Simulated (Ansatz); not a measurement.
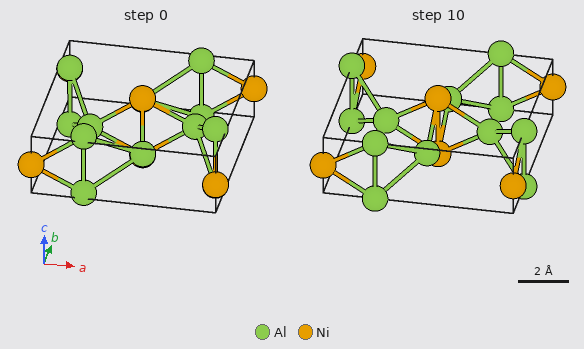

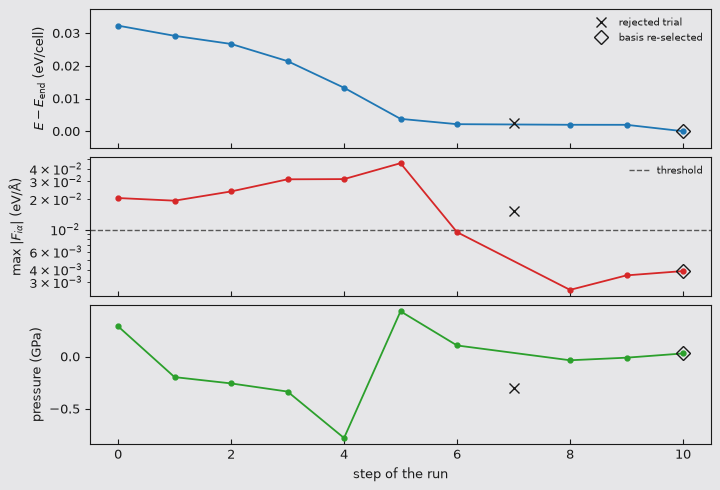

First and last geometry of a relaxation of solid Al4Ni (a generated structure, set up in I4/m), with the history of the run. Style: ball-and-stick. Shown: the conventional cell (2 times the calculation's cell), from a free direction. Lengths and directions refer to the drawn axes.

The calculation used DFT PBE, scalar-relativistic, plane waves, PAW (Ansatz).

Input
```yaml
crystal:
  lattice:
    - [-3.7959767084, 3.7959767084, 1.3276002956]
    - [3.7959767084, -3.7959767084, 1.3276002956]
    - [3.7959767084, 3.7959767084, -1.3276002956]
  atoms:
    - { symbol: Al, position: [0.0581184726, 0.7270455894, 0.785164062] }
    - { symbol: Al, position: [0.9418815274, 0.2729544106, 0.214835938] }
    - { symbol: Al, position: [0.2729544106, 0.0581184726, 0.3310728832] }
    - { symbol: Al, position: [0.7270455894, 0.9418815274, 0.6689271168] }
    - { symbol: Ni, position: [0.5, 0.5, 0.0] }
basis:
  ecutwfc: 420
kpoints:
  mp_grid: { grid: [14, 14, 14] }
hamiltonian:
  xc: pbe
scf:
  occupations: { method: gaussian, width: 0.1 }
output:
  forces: true
  stress: true
  eigenvalues: true
relax:
  adjacent_minimum: "off"
  f_tol: 0.01
  max_steps: 80
  cell: { stress_tol: 0.05 }
```

Launched with:
```bash
ansatz run input.yaml --threads 1 --pin off --max-ram 2560MiB --backend cpu --events-out ev --progress --plain --runs-dir out
```

Q: Did the run converge, and what did it change?

A: It converged. The largest moves relative to the cell, 0.46 Å, are those of Al1, Al2, Al3 and Al4. Al3 goes along −a. Ni stays in place. Cell: a = b 7.592 → 7.823 Å (+3.0 %), c 2.655 → 2.604 Å (−1.9 %). Volume +4.1 %. Near-neighbour distances that change, for instance: Al1–Al1 2.655 → 2.604 Å, Ni5–Ni5 2.655 → 2.604 Å, Al1–Al3 2.845 → 2.826 Å. The space group (tolerance 0.01 Å) goes from I4/m (No. 87) to I4/mmm (No. 139). After 8 accepted moves (10 points after the start) the energy has fallen by 32.3 meV per cell of the calculation. Largest force component: 0.021 eV/Å at the start, 0.0039 eV/Å at the end. Pressure: 0.29 GPa at the start and 0.03 GPa at the end. The line search rejected the trial step at point 7 of the run. The SCF was repeated once at an unchanged geometry on a basis and grid sized afresh for the cell, which shifted the energy by 2.0 meV per cell of the calculation at most.

```
step  E − E(0), meV/atom  largest force component, eV/Å  pressure, GPa  volume, Å³/atom                      note
   0                0.00                         0.0206           0.29           15.304                          
   1               -0.62                         0.0194          -0.20           15.431                          
   2               -1.12                         0.0239          -0.26           15.504                          
   3               -2.17                         0.0315          -0.34           15.694                          
   4               -3.80                         0.0317          -0.78           16.049                          
   5               -5.70                         0.0456           0.43           15.875                          
   6               -6.03                         0.0094           0.11           15.915                          
   7               -5.94                         0.0154          -0.31           15.993                  rejected
   8               -6.06                         0.0025          -0.04           15.939                          
   9               -6.06                         0.0035          -0.01           15.937                          
  10               -6.46                         0.0039           0.03           15.937  same geometry, new basis
```
